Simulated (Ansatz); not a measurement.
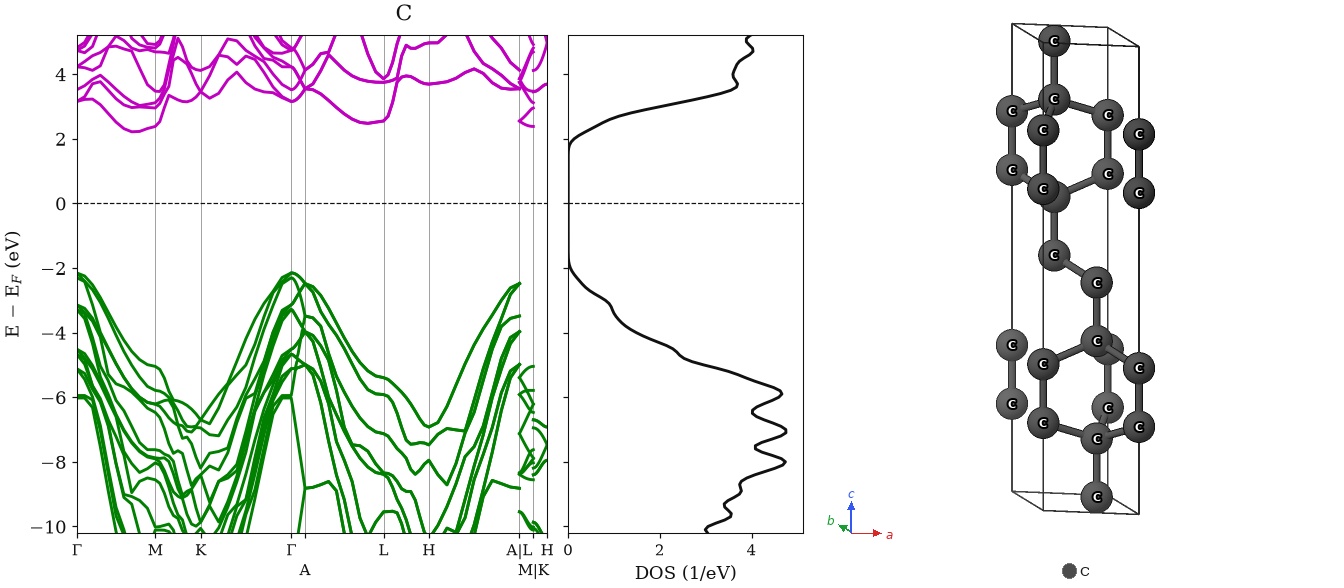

Band structure and density of states, beside the structure. Energies are counted from the Fermi level. The DOS curve is built from the levels of the k mesh with Gaussians 0.55 eV wide, which also blur the band edges; ripples of that width can come from the mesh.

This input was run:

```yaml
crystal:
  lattice:
    - [2.5221, 0.0, 0.0]
    - [-1.26105, 2.1842026709, 0.0]
    - [0.0, 0.0, 12.3557]
  atoms:
    - { symbol: C, position: [0.6666666667, 0.3333333333, 0.35417] }
    - { symbol: C, position: [0.3333333333, 0.6666666667, 0.85417] }
    - { symbol: C, position: [0.6666666667, 0.3333333333, 0.14583] }
    - { symbol: C, position: [0.3333333333, 0.6666666667, 0.64583] }
    - { symbol: C, position: [0.6666666667, 0.3333333333, 0.47917] }
    - { symbol: C, position: [0.3333333333, 0.6666666667, 0.97917] }
    - { symbol: C, position: [0.6666666667, 0.3333333333, 0.02083] }
    - { symbol: C, position: [0.3333333333, 0.6666666667, 0.52083] }
    - { symbol: C, position: [0.0, 0.0, 0.8125] }
    - { symbol: C, position: [0.0, 0.0, 0.3125] }
    - { symbol: C, position: [0.0, 0.0, 0.6875] }
    - { symbol: C, position: [0.0, 0.0, 0.1875] }
hamiltonian:
  xc: pbe
  pseudopotentials: { kind: paw }
kpoints:
  mp_grid: { grid: [12, 12, 3] }
  band_path:
    path:
      - [[0.0, 0.0, 0.0], [0.5, 0.0, 0.0], [0.3333333333, 0.3333333333, 0.0], [0.0, 0.0, 0.0], [0.0, 0.0, 0.5], [0.5, 0.0, 0.5], [0.3333333333, 0.3333333333, 0.5], [0.0, 0.0, 0.5]]
      - [[0.5, 0.0, 0.5], [0.5, 0.0, 0.0]]
      - [[0.3333333333, 0.3333333333, 0.0], [0.3333333333, 0.3333333333, 0.5]]
    npoints: 10
scf:
  occupations: { method: fermi_dirac, width: 0.05 }
  n_extra_bands: 30
output:
  forces: true
  stress: true
  eigenvalues: true
  fatbands: true
```

System: C, space group P6_3/mmc (No. 194), 12 atoms in the cell.

Computed with Ansatz 0.2.0: PBE, Ansatz PAW, no spin polarisation, no spin-orbit coupling, 12×12×3 k mesh, 420 eV cutoff, Fermi-Dirac smearing of 0.05 eV.

Metal, semiconductor or insulator, and what is the gap?

Answer. The bands leave a gap. The gap along this path is 4.37 eV and indirect, from the valence-band top at Γ to the conduction-band bottom between Γ and M; the smallest direct gap is 5.31 eV, at Γ.

What are the direct gaps at M, H and Γ?

Answer. The direct gaps are 7.43 eV at M, 10.61 eV at H and 5.31 eV at Γ.

How many bands meet at the valence-band top?

Answer. Two bands meet at the valence-band top at Γ: it is doubly degenerate (spin aside). The next level lies only 0.15 eV lower.

LDA, GGA and most meta-GGA functionals understate gaps. This is a hexagonal form of diamond, not graphite.
